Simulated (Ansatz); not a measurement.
Consider Ag (slab).

The calculation's input:

```
crystal:
  lattice:
    - [2.8298656656, 0.0, 0.0]
    - [0.0, 4.002034404, 0.0]
    - [0.0, 0.0, 27.7343954952]
  atoms:
    - { symbol: Ag, position: [0.5, 0.5, 0.2704223354] }
    - { symbol: Ag, position: [0.0, 0.0, 0.3214395942] }
    - { symbol: Ag, position: [0.5, 0.5, 0.372456853] }
    - { symbol: Ag, position: [0.0, 0.0, 0.4234741118] }
    - { symbol: Ag, position: [0.5, 0.5, 0.4744913706] }
    - { symbol: Ag, position: [0.0, 0.0, 0.5255086294] }
    - { symbol: Ag, position: [0.5, 0.5, 0.5765258882] }
    - { symbol: Ag, position: [0.0, 0.0, 0.627543147] }
    - { symbol: Ag, position: [0.5, 0.5, 0.6785604058] }
    - { symbol: Ag, position: [0.0, 0.0, 0.7295776646] }
basis:
  ecutwfc: 420
kpoints:
  mp_grid: { grid: [12, 9, 1] }
hamiltonian:
  xc: lda
scf:
  occupations: { method: gaussian, width: 0.1 }
output:
  forces: true
  stress: true
  eigenvalues: true
  write_density: true
  write_potential: true
  elf: true
  volumetric_format: npy
efield:
  axis: 3
  dipole_correction: true
```

Command:

```sh
ansatz run input.yaml --threads 2 --pin off --max-ram 5120MiB --backend cpu --events-out ev --progress --plain --runs-dir out
```

Not relaxed (largest force 0.4 eV/Å).

Computed with Ansatz 0.2.0, DFT LDA, scalar-relativistic, plane waves, PAW.

Predict the valence pseudo-density and electron localisation function between the atoms.

Ag–Ag (2.83 Å): ρ at the midpoint is about 0.24 e/Å³; the ELF is about 0.20 at the midpoint: no shared electron pair shows on this line.

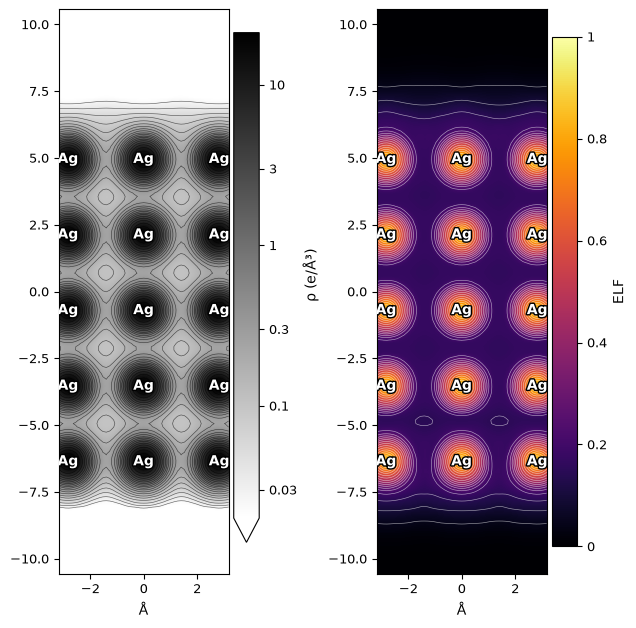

Computed valence pseudo-density and electron localisation function on the (010) plane of the calculation cell, a cut from vacuum to vacuum, in this order. 

In a PAW calculation such maps are meaningful between the atoms, not at the nuclei.
